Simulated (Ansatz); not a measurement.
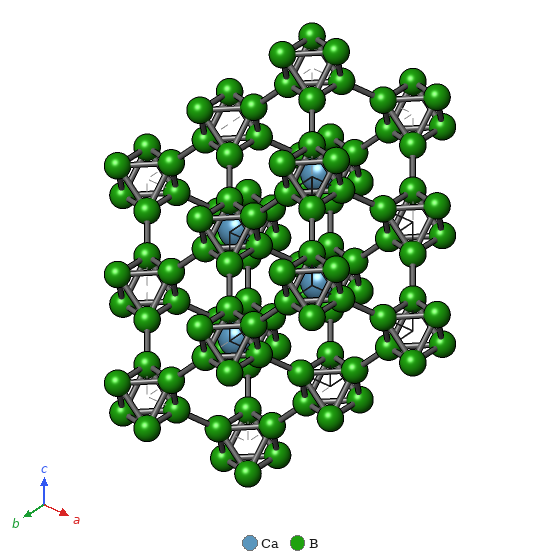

CaB₆ (space group Pm-3m, No. 221). Coordinates: the input geometry of an electronic-structure calculation (not necessarily at equilibrium).

Bonds are taken as B–B below 1.9 Å; Ca is left out of the net, as the electropositive filling of the structure. Atoms with one bond or none are removed and atoms with two bonds are replaced by edges, until no such atom is left.

What kind of net remains, and which atoms are its nodes?

A uninodal 5-connected, three-periodic net: B is a 5-connected node.

Is the net interpenetrated?

It is a single net, without interpenetration.

Give the first five terms of the coordination sequence (nodes one, two, three … edges away).

B: 5, 9, 22, 37, 57.

How many nodes does the smallest cycle have?

Three.
